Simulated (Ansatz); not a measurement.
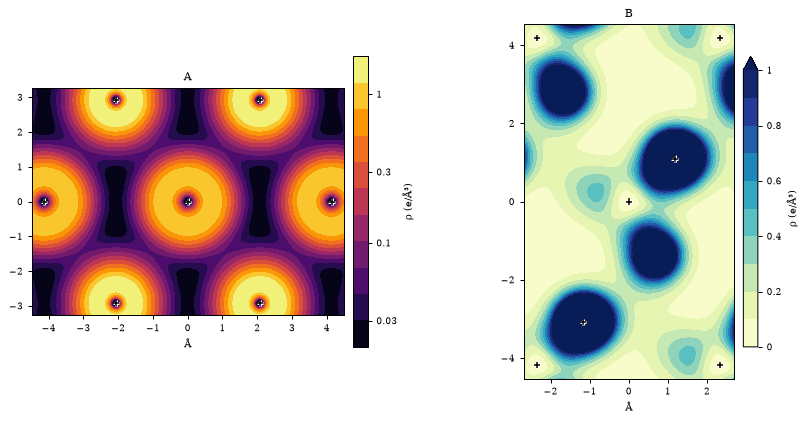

The valence electron density of 2 systems, each on a plane through atoms (crosses mark nuclei in the plane).

Computed with DFT, HSE06, plane waves, PAW in Ansatz 0.2.0.

System 1: CsCl, the (110) plane of the conventional cell. Space group Pm-3m; a structure from a database of computed crystals, not necessarily the ambient phase; started from the database structure prototype, which need not be the ambient phase.

```yaml
crystal:
  lattice:
    - [4.13683, 0.00000, 0.00000]
    - [0.00000, 4.13683, 0.00000]
    - [0.00000, 0.00000, 4.13683]
  atoms:
    - { symbol: Cs, position: [0.00000, 0.00000, 0.00000] }
    - { symbol: Cl, position: [0.50000, 0.50000, 0.50000] }
```

System 2: SiO2, the (101̄) plane of the conventional cell. Space group I-42d; started from the measured structure prototype, which need not be the ambient phase; changed on purpose from its base cell (hydrostatic strain -5.3%); computed pressure about 6 GPa in this cell.

```
Si O
1.0
     4.68239    0.00000    0.00000
     0.00000    4.68239    0.00000
     0.00000    0.00000    6.92869
Si O
4 8
Direct
  0.00000 0.00000 0.00000
  0.50000 0.50000 0.50000
  0.00000 0.50000 0.25000
  0.50000 0.00000 0.75000
  0.25000 0.64622 0.37500
  0.75000 0.14622 0.87500
  0.14622 0.25000 0.12500
  0.64622 0.75000 0.62500
  0.75000 0.35378 0.37500
  0.25000 0.85378 0.87500
  0.35378 0.25000 0.62500
  0.85378 0.75000 0.12500
```

Match each panel to its system.

Answer. Panel A is system 1, CsCl: the plane holds Cs and Cl. Cs–Cl (3.58 Å): ρ at the midpoint is about 0.06 e/Å³. Panel B is system 2, SiO2: the plane holds Si and O. Si–O (1.61 Å): ρ is about 1.3 e/Å³ halfway.
